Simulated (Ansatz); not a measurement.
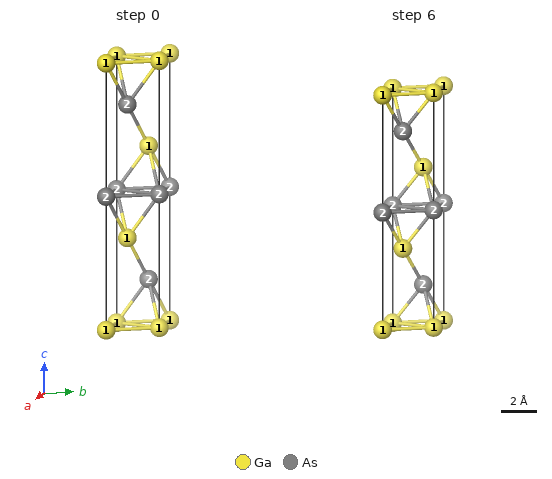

The structure of solid GaAs (built on the CuPt (L1 type) (coarse preliminary run) before (left) and after (right) a relaxation, at one scale.

The picture is a ball-and-stick view of the conventional cell (3 times the calculation's cell), seen slightly off an axis. Lengths and directions refer to the drawn axes.

Case: CuPt (L1_1) type (R-3m, No. 166).

All numbers below come from DFT r2SCAN, scalar-relativistic, plane waves, PAW in Ansatz. Set-up: plane-wave cutoff 500 eV; k-point mesh 6 × 6 × 6; occupations gaussian; smearing width 0.1 eV; no spin polarisation; cell and atoms relaxed; force threshold 0.04 eV/Å; at most 70 steps.

Question: Describe what moved and what it gained.

Answer: The energy falls by 163 meV per atom in 5 accepted moves (6 points after the start). All forces vanish by symmetry, so only the cell relaxes. The pressure goes from −8.48 to −0.07 GPa. At 1 point the geometry stayed and the basis and grid were re-selected for the new cell (energy shift of 0.6 meV per atom at most each time). The atoms keep their places relative to the cell (all moves are under 0.005 Å). The drawn cell changes as follows: a = b 3.239 → 3.103 Å (−4.2 %), c 15.474 → 13.603 Å (−12.1 %); the volume changes by −19.3 %. Near-neighbour distances that change, for instance: Ga1–As2 3.186 → 2.890 Å, As2–As2 3.239 → 3.103 Å, Ga1–Ga1 3.239 → 3.103 Å. The space group stays R-3m (No. 166).
